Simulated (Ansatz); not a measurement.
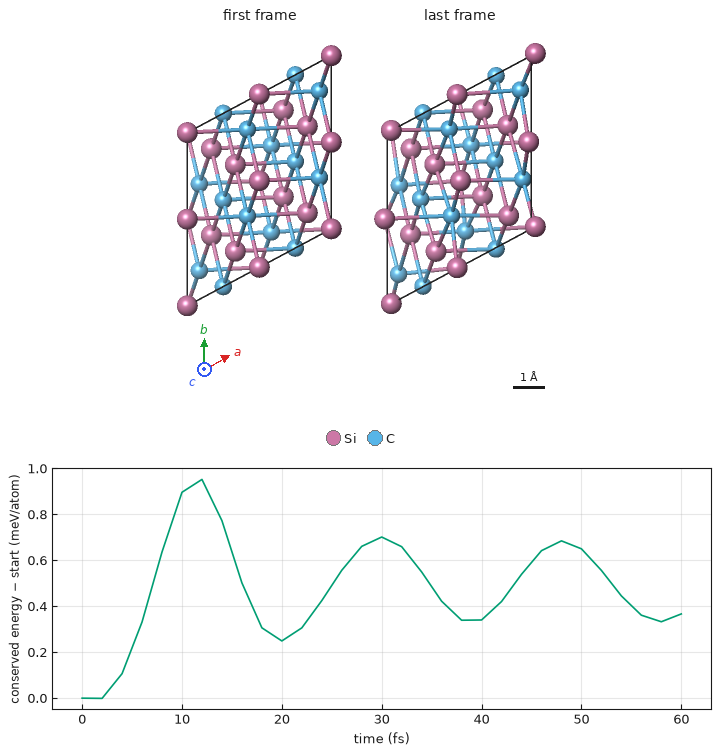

Molecular dynamics of a 24-atom cell of SiC (built on the rocksalt type), 60 fs long. The picture is a ball-and-stick view of the reduced simulation cell, seen along the c axis. Bonds to atoms that aren't drawn are left out. Lengths and directions refer to the drawn axes.

Method: Ansatz, DFT, PBE, plane waves, PAW. Run with plane-wave cutoff 420 eV; k-point mesh 4 × 4 × 2; Fermi-Dirac smearing 0.086 eV; Nosé-Hoover thermostat (NVT); set temperature 1000 K; time step 2 fs.

The input:
```yaml
crystal:
  lattice:
    - [0.0, 4.0277375898, 4.0277375898]
    - [4.0277375898, 0.0, 4.0277375898]
    - [6.0416063847, 6.0416063847, 0.0]
  atoms:
    - { symbol: Si, position: [0.0, 0.0, 0.0] }
    - { symbol: C, position: [0.25, 0.25, 0.1666666667] }
    - { symbol: Si, position: [0.0, 0.0, 0.3333333333] }
    - { symbol: C, position: [0.25, 0.25, 0.5] }
    - { symbol: Si, position: [0.0, 0.0, 0.6666666667] }
    - { symbol: C, position: [0.25, 0.25, 0.8333333333] }
    - { symbol: Si, position: [0.0, 0.5, 0.0] }
    - { symbol: C, position: [0.25, 0.75, 0.1666666667] }
    - { symbol: Si, position: [0.0, 0.5, 0.3333333333] }
    - { symbol: C, position: [0.25, 0.75, 0.5] }
    - { symbol: Si, position: [0.0, 0.5, 0.6666666667] }
    - { symbol: C, position: [0.25, 0.75, 0.8333333333] }
    - { symbol: Si, position: [0.5, 0.0, 0.0] }
    - { symbol: C, position: [0.75, 0.25, 0.1666666667] }
    - { symbol: Si, position: [0.5, 0.0, 0.3333333333] }
    - { symbol: C, position: [0.75, 0.25, 0.5] }
    - { symbol: Si, position: [0.5, 0.0, 0.6666666667] }
    - { symbol: C, position: [0.75, 0.25, 0.8333333333] }
    - { symbol: Si, position: [0.5, 0.5, 0.0] }
    - { symbol: C, position: [0.75, 0.75, 0.1666666667] }
    - { symbol: Si, position: [0.5, 0.5, 0.3333333333] }
    - { symbol: C, position: [0.75, 0.75, 0.5] }
    - { symbol: Si, position: [0.5, 0.5, 0.6666666667] }
    - { symbol: C, position: [0.75, 0.75, 0.8333333333] }
kpoints:
  mp_grid: { grid: [4, 4, 2] }
hamiltonian:
  xc: pbe
scf:
  occupations: { method: fermi_dirac, width: 0.086 }
md:
  ensemble: nvt_nose_hoover
  temperature: 1000
  timestep: 2.0
  n_steps: 30
  initial_velocities: maxwell_boltzmann
  seed: 5153
```

Command:
```bash
ansatz run input.yaml --threads 4 --pin off --max-ram 3686MiB --backend cpu --events-out ev --progress --plain --runs-dir out
```

### How well is the energy conserved, and can the run be trusted?

The conserved quantity stays between −0.00096 and 0.95 meV per atom of its start. A straight-line fit has a slope that amounts to +0.12 meV per atom over 60 fs (0.2 % of the mean kinetic energy), its mean offset in the second half is 0.8 %, and the ripple about the line is 1.0 % of the kinetic energy's fluctuation. With a drift under 2 % and a ripple under 7 %, the integration is accurate. The mean temperature in the second half is 536 K (standard deviation 113 K). That is still far from the set 1000 K: the thermostat hasn't settled it within this run. The potential energy is still drifting at the end, so the run hasn't reached equilibrium. The potential energy in the second half lies on average 63.5 meV per atom above the first frame.
